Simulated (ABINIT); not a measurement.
MoS2: effective mass calculation (part 3 of 3)

MoS2 (P-6m2, 3 atoms in the cell); Kohn-Sham DFT of a periodic cell, LDA, PseudoDojo NC SR LDA v0.4.1 standard, no spin polarisation (ABINIT 10.8.3); cutoff 952.4 eV, 7×7×1 k-mesh, fixed occupations. The structure derives from a Materials Project entry.

Geometry of the input (Å; fractional positions):
```
3.1841  0.0000  0.0000
-1.5921  2.7575  0.0000
0.0000  0.0000  17.3346
Mo 0.0000  0.0000  0.0000
S  0.3333  0.6667  0.9105
S  0.3333  0.6667  0.0895
```

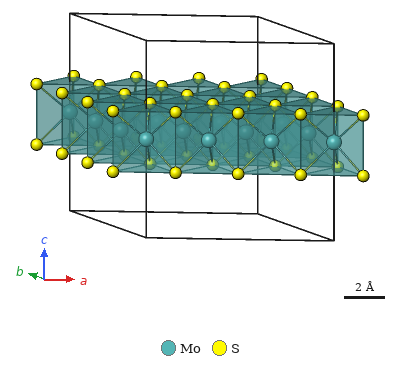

Figure 1. The structure (polyhedral view of the 3 × 3 repeat of the cell, with the vacuum cut short, seen slightly off an axis; polyhedra are completed across the faces of the cell).

## Results in brief

| quantity | value |
| --- | --- |
| outcome | converged |
| space group (tolerance 0.01 Å) | P-6m2 (187) |
| electrons treated | 26 |
| free energy | −2519.4974 eV |
| Fermi energy of the self-consistent step | −1.294 eV |
| pressure | −2.10 GPa |
| largest force (length of the vector) | 0.385 eV/Å |
| hardware | 1 thread of Arm Neoverse V2, 24 GiB of memory available, shared host |
| wall time | 2 min |
| peak memory | 0.64 GiB |

## Notes

Points of doubt noted for this run: mesh point may not be the band extremum.
